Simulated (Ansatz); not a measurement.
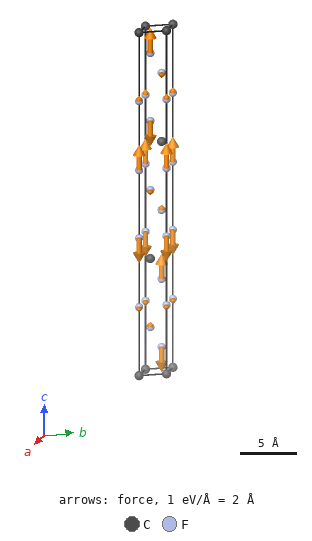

Starting geometry of a crystal of CF$_{4}$ (built on the BaSr4-166 type type) with the computed forces as orange arrows. The picture is a ball-and-stick view of the conventional cell (3 times the calculation's cell), seen slightly off an axis. Lengths and directions refer to the drawn axes.

Computed with DFT, PBEsol, plane waves, PAW (Ansatz). Settings: plane-wave cutoff 420 eV; k-point mesh 10 × 10 × 10; occupations fermi dirac; smearing width 0.03 eV; no spin polarisation; cell and atoms relaxed; force threshold 0.01 eV/Å; at most 120 steps.

### Is this structure relaxed? If not, where do the atoms go?

It isn't relaxed: the largest force vector, on F atoms, is 1.17 eV/Å. The atoms end up moving mostly along the starting forces (cosine between the two patterns 1.00). The energy falls by 952 meV per atom in 28 accepted moves (37 points after the start). The largest force component goes from 1.2 to 0.0016 eV/Å. Pressure: −14.78 GPa at the start and −0.01 GPa at the end. The SCF was repeated 9 times at an unchanged geometry on a basis and grid sized afresh for the cell, which shifted the energy by 10.0 meV per atom at most. The largest moves relative to the cell, 0.68 Å, are those of F atoms. C stays in place. The volume changes by −5.9 %, with a = b 2.586 → 2.805 Å (+8.4 %), c 31.808 → 25.459 Å (−20.0 %). The space group stays R-3m (No. 166). Cost: 8.2 min on 2 threads of Intel(R) Xeon(R) Processor @ 2.50GHz (Skylake/Cascade Lake), with other jobs on the host, peak memory 0.43 GiB.
